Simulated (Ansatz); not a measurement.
## Run report: SnO, geometry relaxation (part 2 of 2)

The same run, continued: SnO (4 atoms in the cell); DFT PBE, scalar-relativistic, plane waves, PAW, no spin polarisation (Ansatz 0.2.0); cutoff 420 eV, 4×6×4 k-mesh, Gaussian smearing of 0.1 eV. The structure was built on a prototype by a generator; it need not be a known phase. It belongs to a series of runs on one base structure; here: AuCd (B19) type (Pmma, No. 51).

Geometry of the input (Å; fractional positions):
```
4.8441  0.0000  0.0000
0.0000  3.2057  0.0000
0.0000  0.0000  4.9459
Sn 0.7500  0.0000  0.6870
Sn 0.2500  0.0000  0.3130
O  0.7500  0.5000  0.1880
O  0.2500  0.5000  0.8120
```

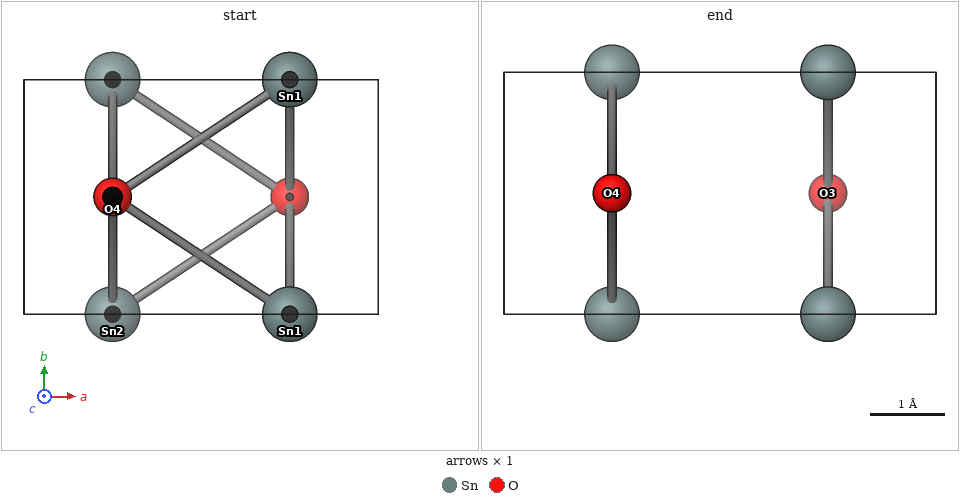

*Before (left) and after (right) the relaxation, at one scale (ball-and-stick view of the cell of the calculation, along the c axis). The black arrows give the displacements (without the part carried along by the change of the cell), at true length.*

The largest moves relative to the cell, 0.95 Å, are those of O3 and O4. By element the largest moves are O 0.95 Å, Sn 0.28 Å. Cell: a 4.844 → 5.905 Å (+21.9 %), b 3.206 → 3.306 Å (+3.1 %), c 4.946 → 3.786 Å (−23.5 %). Volume −3.8 %. Distances before and after: Sn1–O3 2.951 → 2.063 Å, Sn1–O4 2.969 → 3.789 Å. New bonds form: Sn1–O3 (2.95 → 2.06 Å), Sn2–O4 (2.95 → 2.06 Å). Among the angles that change: O3–Sn1–O3 65.8° → 106.5°, Sn1–O3–Sn1 65.8° → 106.5°, Sn1–O3–Sn1 114.1° → 93.8°. The space group stays Pmma (No. 51). The energy falls by 765 meV per atom in 26 geometry steps. Largest force component: 1.8 eV/Å at the start, 0.038 eV/Å at the end. Pressure: −12.35 GPa at the start and −0.10 GPa at the end. The line search rejected the trial steps at points 11, 23 (counted from 0) and went back. 2 further SCFs at an unchanged geometry re-selected the plane-wave basis for the new cell. The energy change given includes the shifts at the re-selections in mid-walk, which come without any move. A last SCF at the same geometry on a re-selected plane-wave basis shifts the energy by −0.7 meV per atom. (Atoms are counted from 1 in the order of the input.)

```
basis re-selected at this cell: Δ(F+E_penalty+E_count) = -2.829e-3 eV, ΔP = +0.039 GPa vs the last step (what re-selecting the basis moved, of the pressure what is left beyond the Pulay correction that the steps carried, after the strain that the cell walked since its last selection, with what the two solves' SCF thresholds leave and, on support functions, any second-order correction that the steps lacked; it is no measure of the basis error at this ecutwfc). This SCF's stress stands 3.12e-1 GPa from its target on what of the cell is left free (relax.cell.stress_tol is 4.00e-1 GPa) and its largest allowed force component is 3.84e-2 eV/Å (relax.f_tol is 4.00e-2 eV/Å): within both
SCF converged after 6 iterations
Free energy (F): -13181.735483 eV
Harris-Foulkes:  -13181.735483 eV  (|F-HF|=3.64e-12)
Internal energy: -13181.731086 eV  (E = F + TS)
E sigma→0 (E₀):  -13181.733284 eV
Entropy (-TS):   -0.004398 eV (-1.099 meV/atom)
Fermi energy:    8.316684 eV
--- Per-component energies (eV) ---
  E_band       = -218.625771
  E_kinetic    = 719.855612
  E_local      = -2542.107162  (includes V_loc(G=0)·N_el)
  E_nonlocal   = 32.892027
  E_hartree    = 1367.537559
  E_xc         = -910.013146
  E_vxc        = -377.047845  (∫ρ·V_xc dr)
  E_paw        = -8592.141851  (= ΣΔE_a)
  E_vpaw       = -787.298257  (= ΣTr[D̂ρ^β])
  E_aug_tail   = 0.004755  (compensation charges beyond the density's cutoff)
  E_ewald      = -3257.758880
  E_smearing   = -0.004398  (= −TS)
  E_closure    = 0.000000  (closes the sum)
  Σ components = -13181.735483   (vs F -13181.735483, Δ=0.00e0)
--- Forces (eV/Å), atoms counted from 1 ---
  atom   1  Sn     0.00000000     0.00000000     0.03843853
  atom   2  Sn     0.00000000     0.00000000    -0.03843853
  atom   3  O      0.00000000     0.00000000    -0.03838720
  atom   4  O      0.00000000     0.00000000     0.03838720
  max |Σ_I F_I| component: 0.00e0 eV/Å
--- Stress (GPa, compression-positive) ---
        0.225575       0.000000       0.000000
        0.000000      -0.199549       0.000000
        0.000000       0.000000      -0.311924
  P = ⅓ Tr σ = -0.0953 GPa (-0.953 kbar)
--- Band table (eV; the first three rows and the last of 36) ---
  k-point 0: bands = ["-13.1826", "-13.0342", "-12.8259", "-12.7892", "-12.7890", "-12.7854", "-12.7590", "-12.7566", "-12.7452", "-12.6502", "-9.6799", "-9.1871", "1.5651", "3.3231", "4.2117", "4.7544", "5.1199", "5.5913", "6.2349", "6.7149", "8.8113", "13.3116", "13.5973", "16.0636"]
  k-point 1: bands = ["-13.1699", "-13.0294", "-12.8054", "-12.8007", "-12.7973", "-12.7736", "-12.7571", "-12.7507", "-12.7439", "-12.6505", "-9.5700", "-9.1889", "0.7533", "3.2407", "3.8284", "4.9468", "5.2370", "6.3117", "6.4441", "8.0799", "8.4143", "10.9965", "13.7210", "15.4721"]
  k-point 2: bands = ["-13.1569", "-13.0252", "-12.8114", "-12.8064", "-12.7852", "-12.7850", "-12.7607", "-12.7426", "-12.7154", "-12.6508", "-9.4306", "-9.2140", "0.1368", "2.5551", "4.8418", "5.1709", "5.3396", "5.5468", "7.9854", "8.1203", "8.7303", "9.8717", "12.2924", "14.9176"]
  k-point 35: bands = ["-13.2619", "-13.2619", "-12.8553", "-12.8553", "-12.7603", "-12.7603", "-12.6832", "-12.6832", "-12.6453", "-12.6453", "-8.5384", "-8.5384", "1.4187", "1.4187", "3.7260", "3.7260", "5.0853", "5.0853", "6.2893", "6.2893", "12.7382", "12.7382", "12.7498", "12.7498"]
--- Relaxed structure (27 steps of the walk, 25 accepted, 3 SCFs on fresh bases) ---
  F+E_penalty+E_count = -13181.73548314 eV   max|allowed force component| = 3.844e-2 eV/Å   (the final SCF, on the basis selected at the relaxed cell)
  cell:  # Å, volume = 73.9085 Å³
    - [5.904971056398985, 0.0, 0.0]
    - [0.0, 3.3060265861018485, 0.0]
    - [0.0, 0.0, 3.785908470261819]
  atoms:
    - { symbol: Sn, position: [0.75, 1.161679989052325e-34, 0.6118218523099108] }
    - { symbol: Sn, position: [0.25, -3.9896080432100056e-36, 0.3881781476900891] }
    - { symbol: O, position: [0.75, 0.5, -0.06208883769764902] }
    - { symbol: O, position: [0.25, 0.5, 1.0620888376976492] }
```

### Trajectory as extended XYZ (Å, eV, eV/Å), 30 frames, from step=1 to step=30
```
4
Lattice="4.8441 0.0000 0.0000 0.0000 3.2057 0.0000 0.0000 0.0000 4.9459" Properties=species:S:1:pos:R:3:forces:R:3 step=1 energy=-13178.67418 pressure_GPa=-12.35
Sn    3.6331    0.0000    3.3978    0.0000   0.0000   1.7974
Sn    1.2110    0.0000    1.5481    0.0000   0.0000  -1.7974
O     3.6331    1.6028    0.9298    0.0000   0.0000   0.7098
O     1.2110    1.6028    4.0161    0.0000   0.0000  -0.7098
4
Lattice="4.6858 0.0000 0.0000 0.0000 3.1559 0.0000 0.0000 0.0000 4.6989" Properties=species:S:1:pos:R:3:forces:R:3 step=2 energy=-13179.91993 pressure_GPa=-9.22
Sn    3.5144    0.0000    3.4073    0.0000   0.0000   1.3153
Sn    1.1715    0.0000    1.2916    0.0000   0.0000  -1.3153
O     3.5144    1.5779    0.9669    0.0000   0.0000  -0.1414
O     1.1715    1.5779    3.7320    0.0000   0.0000   0.1414
4
Lattice="4.4667 0.0000 0.0000 0.0000 3.0972 0.0000 0.0000 0.0000 4.4902" Properties=species:S:1:pos:R:3:forces:R:3 step=3 energy=-13180.56724 pressure_GPa=0.80
Sn    3.3500    0.0000    3.4367    0.0000   0.0000   0.1504
Sn    1.1167    0.0000    1.0536    0.0000   0.0000  -0.1504
O     3.3500    1.5486    0.8899    0.0000   0.0000  -0.6898
O     1.1167    1.5486    3.6004    0.0000   0.0000   0.6898
4
Lattice="4.4647 0.0000 0.0000 0.0000 3.0678 0.0000 0.0000 0.0000 4.5251" Properties=species:S:1:pos:R:3:forces:R:3 step=4 energy=-13180.68043 pressure_GPa=4.61
Sn    3.3485    0.0000    3.5369    0.0000   0.0000  -0.5442
Sn    1.1162    0.0000    0.9882    0.0000   0.0000   0.5442
O     3.3485    1.5339    0.7996    0.0000   0.0000  -0.5327
O     1.1162    1.5339    3.7255    0.0000   0.0000   0.5327
4
Lattice="4.5906 0.0000 0.0000 0.0000 3.0233 0.0000 0.0000 0.0000 4.6661" Properties=species:S:1:pos:R:3:forces:R:3 step=5 energy=-13180.88313 pressure_GPa=6.76
Sn    3.4430    0.0000    3.6869    0.0000   0.0000  -0.9045
Sn    1.1477    0.0000    0.9792    0.0000   0.0000   0.9045
O     3.4430    1.5117    0.6411    0.0000   0.0000   0.1571
O     1.1477    1.5117    4.0251    0.0000   0.0000  -0.1571
4
Lattice="4.7898 0.0000 0.0000 0.0000 3.0113 0.0000 0.0000 0.0000 4.9127" Properties=species:S:1:pos:R:3:forces:R:3 step=6 energy=-13181.07166 pressure_GPa=1.15
Sn    3.5924    0.0000    3.8627    0.0000   0.0000   0.1517
Sn    1.1975    0.0000    1.0500    0.0000   0.0000  -0.1517
O     3.5924    1.5056    0.5671    0.0000   0.0000  -0.0419
O     1.1975    1.5056    4.3456    0.0000   0.0000   0.0419
4
Lattice="4.9838 0.0000 0.0000 0.0000 2.9913 0.0000 0.0000 0.0000 5.1243" Properties=species:S:1:pos:R:3:forces:R:3 step=7 energy=-13181.09200 pressure_GPa=3.56
Sn    3.7379    0.0000    4.1121    0.0000   0.0000  -0.4291
Sn    1.2460    0.0000    1.0122    0.0000   0.0000   0.4291
O     3.7379    1.4956    0.5061    0.0000   0.0000   0.3230
O     1.2460    1.4956    4.6182    0.0000   0.0000  -0.3230
4
Lattice="5.0641 0.0000 0.0000 0.0000 3.0170 0.0000 0.0000 0.0000 5.1933" Properties=species:S:1:pos:R:3:forces:R:3 step=8 energy=-13181.11690 pressure_GPa=0.63
Sn    3.7980    0.0000    4.1857    0.0000   0.0000   0.0058
Sn    1.2660    0.0000    1.0076    0.0000   0.0000  -0.0058
O     3.7980    1.5085    0.5354    0.0000   0.0000  -0.1185
O     1.2660    1.5085    4.6579    0.0000   0.0000   0.1185
4
Lattice="5.2120 0.0000 0.0000 0.0000 3.0753 0.0000 0.0000 0.0000 5.2194" Properties=species:S:1:pos:R:3:forces:R:3 step=9 energy=-13181.13237 pressure_GPa=-0.11
Sn    3.9090    0.0000    4.2113    0.0000   0.0000  -0.0099
Sn    1.3030    0.0000    1.0081    0.0000   0.0000   0.0099
O     3.9090    1.5377    0.4709    0.0000   0.0000  -0.0247
O     1.3030    1.5377    4.7485    0.0000   0.0000   0.0247
4
Lattice="5.3796 0.0000 0.0000 0.0000 3.1000 0.0000 0.0000 0.0000 5.1594" Properties=species:S:1:pos:R:3:forces:R:3 step=10 energy=-13181.14150 pressure_GPa=-0.10
Sn    4.0347    0.0000    4.1544    0.0000   0.0000  -0.0884
Sn    1.3449    0.0000    1.0050    0.0000   0.0000   0.0884
O     4.0347    1.5500    0.4261    0.0000   0.0000   0.0367
O     1.3449    1.5500    4.7333    0.0000   0.0000  -0.0367
4
Lattice="5.4884 0.0000 0.0000 0.0000 3.1081 0.0000 0.0000 0.0000 4.9483" Properties=species:S:1:pos:R:3:forces:R:3 step=11 energy=-13181.15849 pressure_GPa=-0.11
Sn    4.1163    0.0000    3.9254    0.0000   0.0000   0.0283
Sn    1.3721    0.0000    1.0230    0.0000   0.0000  -0.0283
O     4.1163    1.5540    0.3921    0.0000   0.0000  -0.0226
O     1.3721    1.5540    4.5562    0.0000   0.0000   0.0226
4
Lattice="5.5634 0.0000 0.0000 0.0000 3.1376 0.0000 0.0000 0.0000 4.7767" Properties=species:S:1:pos:R:3:forces:R:3 step=12 energy=-13181.15838 pressure_GPa=0.12 accepted=F
Sn    4.1726    0.0000    3.7812    0.0000   0.0000  -0.1373
Sn    1.3909    0.0000    0.9955    0.0000   0.0000   0.1373
O     4.1726    1.5688    0.3933    0.0000   0.0000   0.0473
O     1.3909    1.5688    4.3833    0.0000   0.0000  -0.0473
4
Lattice="5.5164 0.0000 0.0000 0.0000 3.1188 0.0000 0.0000 0.0000 4.8628" Properties=species:S:1:pos:R:3:forces:R:3 step=13 energy=-13181.16165 pressure_GPa=-0.03
Sn    4.1373    0.0000    3.8391    0.0000   0.0000   0.0115
Sn    1.3791    0.0000    1.0237    0.0000   0.0000  -0.0115
O     4.1373    1.5594    0.3814    0.0000   0.0000  -0.0131
O     1.3791    1.5594    4.4813    0.0000   0.0000   0.0131
4
Lattice="5.5164 0.0000 0.0000 0.0000 3.1188 0.0000 0.0000 0.0000 4.8628" Properties=species:S:1:pos:R:3:forces:R:3 step=14 energy=-13181.23321 pressure_GPa=0.94
Sn    4.1373    0.0000    3.8391    0.0000   0.0000   0.0154
Sn    1.3791    0.0000    1.0237    0.0000   0.0000  -0.0154
O     4.1373    1.5594    0.3814    0.0000   0.0000  -0.0296
O     1.3791    1.5594    4.4813    0.0000   0.0000   0.0296
4
Lattice="5.6344 0.0000 0.0000 0.0000 3.1297 0.0000 0.0000 0.0000 4.8640" Properties=species:S:1:pos:R:3:forces:R:3 step=15 energy=-13181.25418 pressure_GPa=0.61
Sn    4.2258    0.0000    3.8424    0.0000   0.0000   0.0502
Sn    1.4086    0.0000    1.0217    0.0000   0.0000  -0.0502
O     4.2258    1.5649    0.3705    0.0000   0.0000  -0.0959
O     1.4086    1.5649    4.4935    0.0000   0.0000   0.0959
4
Lattice="5.8117 0.0000 0.0000 0.0000 3.1457 0.0000 0.0000 0.0000 4.8562" Properties=species:S:1:pos:R:3:forces:R:3 step=16 energy=-13181.26633 pressure_GPa=2.37
Sn    4.3587    0.0000    3.8356    0.0000   0.0000  -0.5348
Sn    1.4529    0.0000    1.0206    0.0000   0.0000   0.5348
O     4.3587    1.5729    0.3017    0.0000   0.0000   0.3649
O     1.4529    1.5729    4.5545    0.0000   0.0000  -0.3649
4
Lattice="6.0499 0.0000 0.0000 0.0000 3.1874 0.0000 0.0000 0.0000 4.8143" Properties=species:S:1:pos:R:3:forces:R:3 step=17 energy=-13181.30617 pressure_GPa=0.29
Sn    4.5374    0.0000    3.7260    0.0000   0.0000  -0.1237
Sn    1.5125    0.0000    1.0883    0.0000   0.0000   0.1237
O     4.5374    1.5937    0.2229    0.0000   0.0000  -0.0001
O     1.5125    1.5937    4.5914    0.0000   0.0000   0.0001
4
Lattice="6.0973 0.0000 0.0000 0.0000 3.1952 0.0000 0.0000 0.0000 4.8388" Properties=species:S:1:pos:R:3:forces:R:3 step=18 energy=-13181.33124 pressure_GPa=-0.12
Sn    4.5729    0.0000    3.6327    0.0000   0.0000  -0.0447
Sn    1.5243    0.0000    1.2061    0.0000   0.0000   0.0447
O     4.5729    1.5976    0.0895    0.0000   0.0000  -0.0919
O     1.5243    1.5976    4.7493    0.0000   0.0000   0.0919
4
Lattice="6.3365 0.0000 0.0000 0.0000 3.2366 0.0000 0.0000 0.0000 4.6525" Properties=species:S:1:pos:R:3:forces:R:3 step=19 energy=-13181.34818 pressure_GPa=-0.14
Sn    4.7524    0.0000    3.3615    0.0000   0.0000  -0.4419
Sn    1.5841    0.0000    1.2909    0.0000   0.0000   0.4419
O     4.7524    1.6183   -0.0542    0.0000   0.0000   0.2293
O     1.5841    1.6183    4.7067    0.0000   0.0000  -0.2293
4
Lattice="6.3041 0.0000 0.0000 0.0000 3.2481 0.0000 0.0000 0.0000 4.4280" Properties=species:S:1:pos:R:3:forces:R:3 step=20 energy=-13181.45751 pressure_GPa=-0.85
Sn    4.7280    0.0000    3.0259    0.0000   0.0000  -0.3026
Sn    1.5760    0.0000    1.4021    0.0000   0.0000   0.3026
O     4.7280    1.6241   -0.1674    0.0000   0.0000   0.0721
O     1.5760    1.6241    4.5954    0.0000   0.0000  -0.0721
4
Lattice="6.2168 0.0000 0.0000 0.0000 3.2530 0.0000 0.0000 0.0000 4.1861" Properties=species:S:1:pos:R:3:forces:R:3 step=21 energy=-13181.57570 pressure_GPa=-0.62
Sn    4.6626    0.0000    2.7072    0.0000   0.0000  -0.3706
Sn    1.5542    0.0000    1.4789    0.0000   0.0000   0.3706
O     4.6626    1.6265   -0.2578    0.0000   0.0000   0.1673
O     1.5542    1.6265    4.4439    0.0000   0.0000  -0.1673
4
Lattice="5.9818 0.0000 0.0000 0.0000 3.2554 0.0000 0.0000 0.0000 4.0303" Properties=species:S:1:pos:R:3:forces:R:3 step=22 energy=-13181.69079 pressure_GPa=-0.28
Sn    4.4863    0.0000    2.5013    0.0000   0.0000  -0.0714
Sn    1.4954    0.0000    1.5291    0.0000   0.0000   0.0714
O     4.4863    1.6277   -0.2973    0.0000   0.0000   0.0262
O     1.4954    1.6277    4.3276    0.0000   0.0000  -0.0262
4
Lattice="5.7501 0.0000 0.0000 0.0000 3.2703 0.0000 0.0000 0.0000 3.9424" Properties=species:S:1:pos:R:3:forces:R:3 step=23 energy=-13181.70512 pressure_GPa=0.63
Sn    4.3126    0.0000    2.4034    0.0000   0.0000   0.2194
Sn    1.4375    0.0000    1.5390    0.0000   0.0000  -0.2194
O     4.3126    1.6351   -0.3022    0.0000   0.0000  -0.0568
O     1.4375    1.6351    4.2446    0.0000   0.0000   0.0568
4
Lattice="5.7632 0.0000 0.0000 0.0000 3.2744 0.0000 0.0000 0.0000 4.1109" Properties=species:S:1:pos:R:3:forces:R:3 step=24 energy=-13181.67053 pressure_GPa=-2.18 accepted=F
Sn    4.3224    0.0000    2.6217    0.0000   0.0000   0.3563
Sn    1.4408    0.0000    1.4892    0.0000   0.0000  -0.3563
O     4.3224    1.6372   -0.2243    0.0000   0.0000  -0.5299
O     1.4408    1.6372    4.3352    0.0000   0.0000   0.5299
4
Lattice="5.8339 0.0000 0.0000 0.0000 3.2874 0.0000 0.0000 0.0000 3.9291" Properties=species:S:1:pos:R:3:forces:R:3 step=25 energy=-13181.71706 pressure_GPa=0.13
Sn    4.3754    0.0000    2.4239    0.0000   0.0000  -0.0207
Sn    1.4585    0.0000    1.5052    0.0000   0.0000   0.0207
O     4.3754    1.6437   -0.2863    0.0000   0.0000   0.0475
O     1.4585    1.6437    4.2154    0.0000   0.0000  -0.0475
4
Lattice="5.8304 0.0000 0.0000 0.0000 3.2879 0.0000 0.0000 0.0000 3.9041" Properties=species:S:1:pos:R:3:forces:R:3 step=26 energy=-13181.71841 pressure_GPa=0.10
Sn    4.3728    0.0000    2.4111    0.0000   0.0000  -0.0196
Sn    1.4576    0.0000    1.4930    0.0000   0.0000   0.0196
O     4.3728    1.6440   -0.2711    0.0000   0.0000   0.0356
O     1.4576    1.6440    4.1752    0.0000   0.0000  -0.0356
4
Lattice="5.8327 0.0000 0.0000 0.0000 3.2894 0.0000 0.0000 0.0000 3.8059" Properties=species:S:1:pos:R:3:forces:R:3 step=27 energy=-13181.72056 pressure_GPa=0.22
Sn    4.3745    0.0000    2.3517    0.0000   0.0000  -0.0374
Sn    1.4582    0.0000    1.4542    0.0000   0.0000   0.0374
O     4.3745    1.6447   -0.2217    0.0000   0.0000   0.0202
O     1.4582    1.6447    4.0276    0.0000   0.0000  -0.0202
4
Lattice="5.8327 0.0000 0.0000 0.0000 3.2894 0.0000 0.0000 0.0000 3.8059" Properties=species:S:1:pos:R:3:forces:R:3 step=28 energy=-13181.73136 pressure_GPa=0.65
Sn    4.3745    0.0000    2.3517    0.0000   0.0000  -0.0378
Sn    1.4582    0.0000    1.4542    0.0000   0.0000   0.0378
O     4.3745    1.6447   -0.2217    0.0000   0.0000   0.0198
O     1.4582    1.6447    4.0276    0.0000   0.0000  -0.0198
4
Lattice="5.9050 0.0000 0.0000 0.0000 3.3060 0.0000 0.0000 0.0000 3.7859" Properties=species:S:1:pos:R:3:forces:R:3 step=29 energy=-13181.73265 pressure_GPa=-0.13
Sn    4.4287    0.0000    2.3163    0.0000   0.0000   0.0384
Sn    1.4762    0.0000    1.4696    0.0000   0.0000  -0.0384
O     4.4287    1.6530   -0.2351    0.0000   0.0000  -0.0382
O     1.4762    1.6530    4.0210    0.0000   0.0000   0.0382
4
Lattice="5.9050 0.0000 0.0000 0.0000 3.3060 0.0000 0.0000 0.0000 3.7859" Properties=species:S:1:pos:R:3:forces:R:3 step=30 energy=-13181.73548 pressure_GPa=-0.10
Sn    4.4287    0.0000    2.3163    0.0000   0.0000   0.0384
Sn    1.4762    0.0000    1.4696    0.0000   0.0000  -0.0384
O     4.4287    1.6530   -0.2351    0.0000   0.0000  -0.0384
O     1.4762    1.6530    4.0210    0.0000   0.0000   0.0384
```
